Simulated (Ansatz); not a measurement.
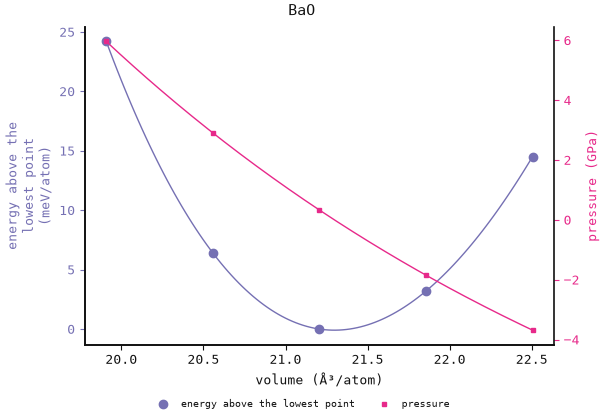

Method: equation of state of a cubic crystal from periodic Kohn-Sham density functional theory without spin, third-order Birch-Murnaghan fit to the free energies; pressure corrected for the finite basis (Ansatz 0.2.0 development build). Level: r2SCAN.

| setting | value |
| --- | --- |
| structure type | rock salt |
| atoms in cell | 2 |
| space group number | 225 |
| lattice centring | face-centred primitive |
| k mesh | 11×11×11 |
| occupation method | Fermi–Dirac |
| occupation width | 0.1 eV |
| wave cutoff | 500 eV |
| datasets | soft-1 PAW |
| density tolerance | 1e−07 eV |
| bands | 12 |
| density cutoff ratio | 4 |
| search for lower states | default |

**Figure.** Energy above the lowest point and pressure against volume for BaO, space group Fm-3m (No. 225) (one of a set of cubic test structures, which need not be the stable phase).

A third-order Birch–Murnaghan fit gives V0 = 21.30 Å³/atom, B0 = 75.8 GPa and B′ = 4.6. The energy above the lowest point is 24.2 meV/atom at volume 19.91 Å³/atom and 14.5 meV/atom at 22.50 Å³/atom; the lowest computed point is at volume 21.21 Å³/atom (0.0 meV/atom), and no other minimum shows among the points. The pressure falls from 5.962 GPa at volume 19.91 Å³/atom to −3.684 GPa at 22.50 Å³/atom, and changes sign near 21.30 Å³/atom.
